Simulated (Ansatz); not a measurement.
A periodic structure is given below.

```xyz
8
Lattice="6.3120 0.0000 0.0000 -3.1560 5.4664 0.0000 0.0000 0.0000 5.0797" Properties=species:S:1:pos:R:3 pbc="T T T"
Sc    4.6911    0.9358    3.8098
Sc    1.6209    0.9358    3.8098
Sc    3.1560    3.5947    3.8098
Sc   -1.5351    4.5305    1.2699
Sc    1.5351    4.5305    1.2699
Sc    0.0000    1.8716    1.2699
Al    3.1560    1.8221    1.2699
Al    0.0000    3.6442    3.8098
```

Q: Say what kind of structure these coordinates give.

A: The stoichiometry is Sc$_{3}$Al. Space group: P6_3/mmc (No. 194). Lattice: primitive hexagonal. Cell content: 6 Sc, 2 Al, that is 2 formula units. About every Sc there are eight Sc and four Al in an anticuboctahedral arrangement (3.07 to 3.24 Å to Sc, 3.10 to 3.16 Å to Al). The Al atoms are each bonded to twelve Sc in an anticuboctahedral arrangement at 3.10 to 3.16 Å. The bonds build a three-dimensional framework.

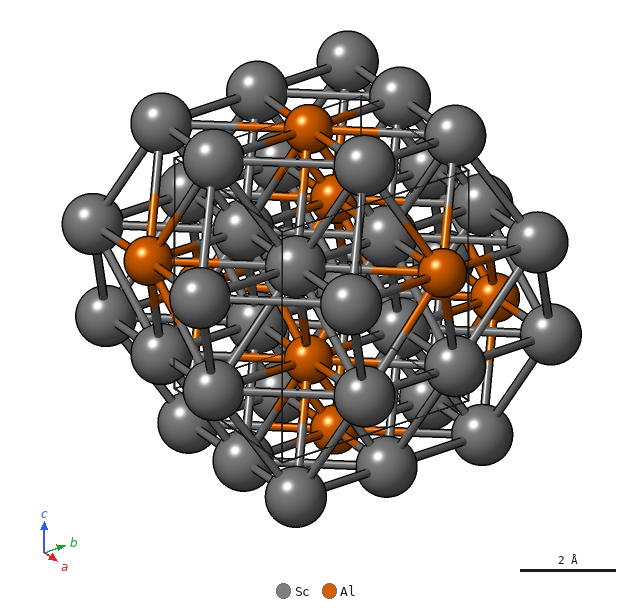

Figure: ball-and-stick view slightly off an axis. The conventional unit cell is outlined; an atom on or near a face, edge or corner is repeated at each equivalent position. Bonded atoms from the next cells complete the picture. Colours: scandium grey, aluminium orange.

The initial geometry was a structure listed in the Materials Project. Earlier steps of the study may have refined or changed the cell and positions. Ansatz was used for an electronic-structure calculation on it.
